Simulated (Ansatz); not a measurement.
## Electronic structure of Ti3Al7 (slab) in real space

The calculation's input:

```
crystal:
  lattice:
    - [3.8453468584, 0.0, 0.0]
    - [0.0, 3.8453468584, 0.0]
    - [0.0, 0.0, 23.6228095932]
  atoms:
    - { symbol: Ti, position: [0.5, 0.5, 0.3174897537] }
    - { symbol: Al, position: [0.0, 0.0, 0.3174897537] }
    - { symbol: Al, position: [0.0, 0.5, 0.4087448769] }
    - { symbol: Al, position: [0.5, 0.0, 0.4087448769] }
    - { symbol: Ti, position: [0.0, 0.0, 0.5] }
    - { symbol: Al, position: [0.5, 0.5, 0.5] }
    - { symbol: Al, position: [0.5, 0.0, 0.5912551231] }
    - { symbol: Al, position: [0.0, 0.5, 0.5912551231] }
    - { symbol: Ti, position: [0.5, 0.5, 0.6825102463] }
    - { symbol: Al, position: [0.0, 0.0, 0.6825102463] }
basis:
  ecutwfc: 420
kpoints:
  mp_grid: { grid: [9, 9, 1] }
hamiltonian:
  xc: pbe
scf:
  occupations: { method: gaussian, width: 0.1 }
output:
  forces: true
  stress: true
  eigenvalues: true
  write_density: true
  write_potential: true
  elf: true
  volumetric_format: npy
efield:
  axis: 3
  dipole_correction: true
  ramp_width: 0.04
```

Command:

```sh
ansatz run input.yaml --threads 1 --pin off --max-ram 2560MiB --backend cpu --events-out ev --progress --plain --runs-dir out
```

Not relaxed (largest force 0.3 eV/Å); computed without spin polarisation.

Level of theory: DFT PBE, scalar-relativistic, plane waves, PAW in Ansatz.

In a PAW calculation such maps are meaningful between the atoms, not at the nuclei.

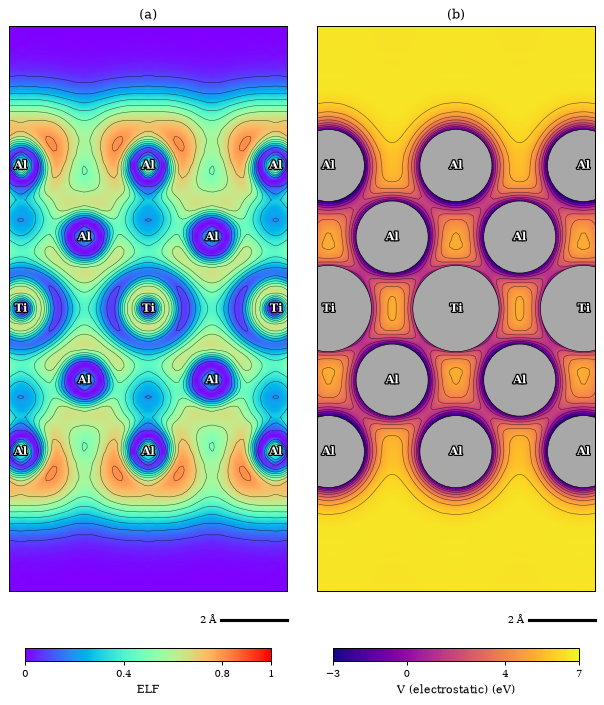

Figure 1. (a) ELF; (b) electrostatic potential (local pseudopotential plus Hartree) felt by an electron on the (010) plane of the calculation cell, a cut from vacuum to vacuum. Grey discs cover the atomic cores in the potential map.

Question: Read the bonding off the picture.

Answer:
- The plane passes through Al and Ti nuclei.
- Al–Al (2.89 Å): the ELF peaks at about 0.60 between the atoms.
- Ti–Al (2.89 Å): the ELF is about 0.40 at the midpoint.
- The features right at Ti lie inside the PAW spheres, where the map follows smoothed inner orbitals and isn't to be read closely.
- Outside the cores the potential energy rises away from the atoms and is highest in the vacuum; its zero is arbitrary.

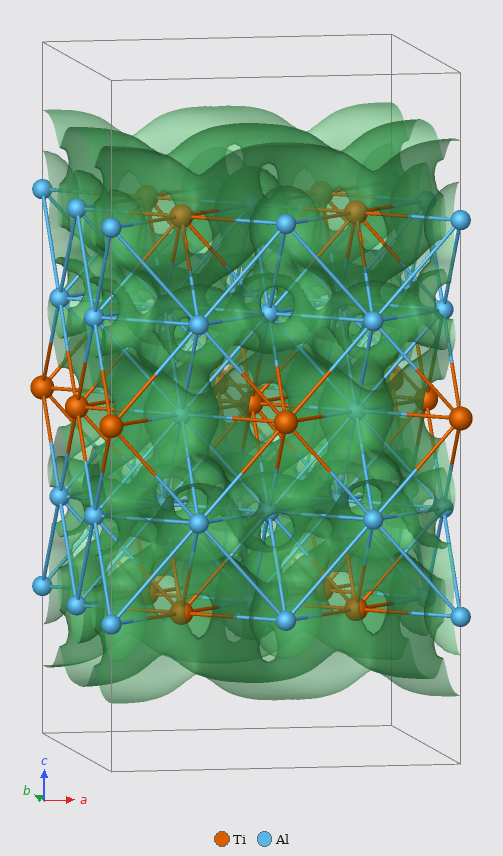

Figure 2. Isosurface of the ELF at 0.55 (green), seen slightly off an axis. Core shells and regions of very low density are left out. Sticks mark near contacts.

Question: Where are the electrons localised?

Answer: At this value the surface marks out sheets that run through the cell in two directions, counted in one cell of 10 atoms. Counts are for one cell; the picture repeats the cell along the surface.


Ti–Al (2.72 Å): the ELF is about 0.40 at the midpoint. Al–Al (2.72 Å): the ELF peaks at about 0.70 between the atoms.

Question: Does the calculation make it a metal, or give it a gap?

Answer: It is metallic or semimetallic at this level of theory: no gap opens.
